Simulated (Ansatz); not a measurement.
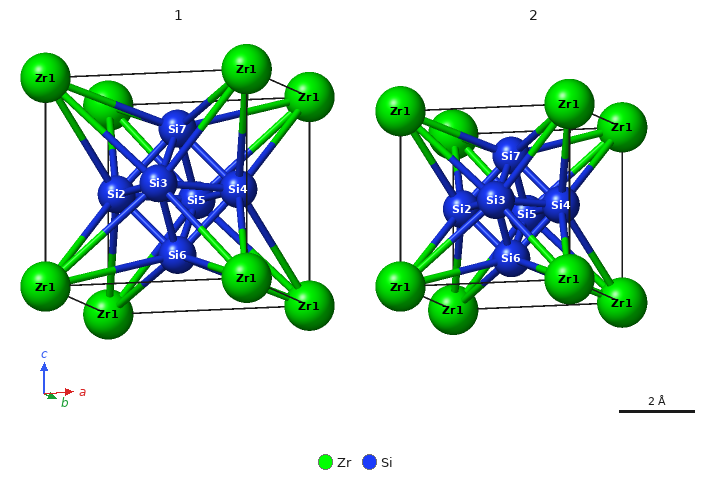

Two geometries of crystalline ZrSi$_{6}$ (a generated structure, set up in Pm-3m) (coarse preliminary run), drawn at one scale. One is the start of a relaxation, the other its converged end. A ball-and-stick model of the cell of the calculation, seen from a free direction.

Computed with DFT PBE, scalar-relativistic, plane waves, PAW in Ansatz 0.2.0. (plane-wave cutoff 420 eV; k-point mesh 4 × 4 × 4; occupations gaussian; smearing width 0.1 eV; no spin polarisation; cell and atoms relaxed; force threshold 0.04 eV/Å; at most 70 steps)

Which one is relaxed?

Answer. Structure 1 is the relaxed one. After 7 accepted moves (9 points after the start) the energy has fallen by 13.855 eV per cell of the calculation. Largest force component: 12 eV/Å at the start, 0.0012 eV/Å at the end. Pressure: 88.75 GPa at the start and 0.03 GPa at the end. The SCF was repeated twice at an unchanged geometry on a basis and grid sized afresh for the cell, which shifted the energy by 0.126 eV per cell of the calculation at most. The largest moves relative to the cell, 0.055 Å, are those of Si2, Si3, Si4, Si5, Si6 and Si7. Si2 goes along −a. Zr stays in place. Cell: a = b = c 4.753 → 5.659 Å (+19.1 %). Volume +68.8 %. Near-neighbour distances that change, for instance: Zr1–Si2 3.502 → 4.154 Å, Si2–Si4 2.785 → 3.425 Å, Si2–Si3 1.969 → 2.422 Å, Si2–Si4 (another image) 1.968 → 2.233 Å. The space group stays Pm-3m (No. 221).
